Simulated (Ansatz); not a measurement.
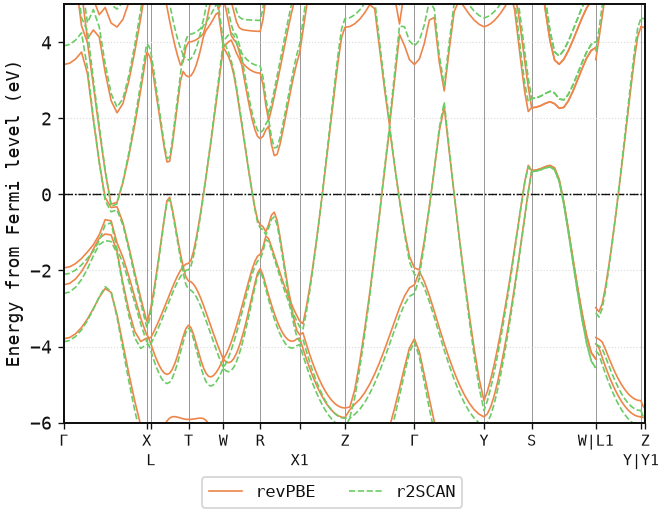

Band structures of Ge, space group Imma, 2 atoms in the primitive cell (a = 3.91 Å, b = 3.91 Å, c = 3.91 Å, α = 100.77°, β = 94.74°, γ = 136.93°), by two methods on the same cell. Each is counted from its own Fermi level.

> How do the methods compare?

Both give a metal. Levels within 1 eV of the Fermi level differ by 0.05 eV on average and by 0.14 eV at most (between Γ and X). Filled levels 1 to 5 eV under it lie 0.16 eV higher on average in revPBE than in r2SCAN.

Settings. revPBE: Ansatz PAW, no spin polarisation, no spin-orbit coupling, 11×11×11 k mesh, 420 eV cutoff, Fermi-Dirac smearing of 0.05 eV (Ansatz 0.2.0). r2SCAN: Ansatz PAW, no spin polarisation, no spin-orbit coupling, 11×11×11 k mesh, 500 eV cutoff, Fermi-Dirac smearing of 0.05 eV (Ansatz 0.2.0).

In reduced coordinates of the cell that was run, X is (0.323, 0.323, −0.323), L is (0.295, 0.352, −0.295), T is (0, 0.5, 0), W is (0.25, 0.25, 0.25), R is (0.5, 0, 0), X1 is (0.677, −0.323, 0.323), Z is (0.5, −0.5, 0.5), Y is (−0.472, 0.472, 0.472), S is (0, 0, 0.5), L1 is (−0.295, 0.648, 0.295) and Y1 is (0.472, −0.472, 0.528). The PAW data sets were made with another functional. This isn't the form of Ge at room conditions, which is diamond.
